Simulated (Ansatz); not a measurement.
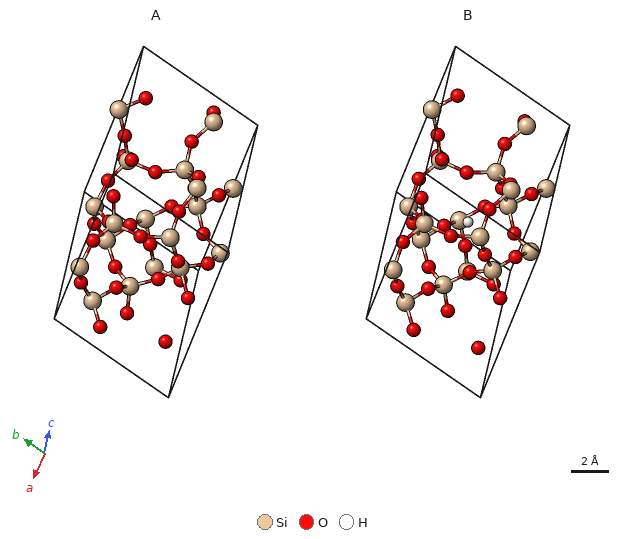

Two geometries of a defect cell of composition Si$_{16}$HO$_{32}$ (cell charge −1), drawn at one scale. One is the start of a relaxation, the other its converged end. A ball-and-stick model of the cell of the calculation (origin shifted), seen from a free direction.

These are results of DFT PBE, scalar-relativistic, plane waves, PAW (Ansatz), not measurements. (plane-wave cutoff 420 eV; k-point mesh 2 × 2 × 2; occupations gaussian; smearing width 0.01 eV; mesh shifted by (0.5, 0.5, 0.5); no spin polarisation; atoms relaxed in a fixed cell; force threshold 0.025 eV/Å; at most 45 steps)

Question: Which of the two is the end point?

Answer: Structure A is the relaxed one. Case: H interstitial, charge -1, atoms relaxed at the host's cell. Over 18 accepted moves (19 points after the start) the energy falls by 1.882 eV per cell of the calculation. The largest force component goes from 1 to 0.013 eV/Å. The line search rejected the trial step at point 13 of the run. The H atom moves most: 1.45 Å along [−1 −2 −2]. Largest moves by element: H 1.45 Å, O 0.55 Å, Si 0.26 Å. The cell doesn't change. Among the contacts that change: H–Si 3.094 → 1.529 Å, O–Si 1.625 → 1.765 Å, O–Si 1.617 → 1.730 Å, O–Si 1.626 → 1.709 Å. New bonds form, among them: H–Si (3.09 → 1.53 Å). Bond angles that change, for instance: Si–O–Si 173.2° → 135.0°, Si–O–Si 175.4° → 148.2°, O–Si–O 109.8° → 88.0°. Cost: 3.9 min on 4 threads of Intel(R) Xeon(R) 6975P-C (Granite Rapids) (shared host), peak memory 2.7 GiB.

Limits of the set-up: the cell is charged, on a uniform background, and energies carry no finite-size correction.
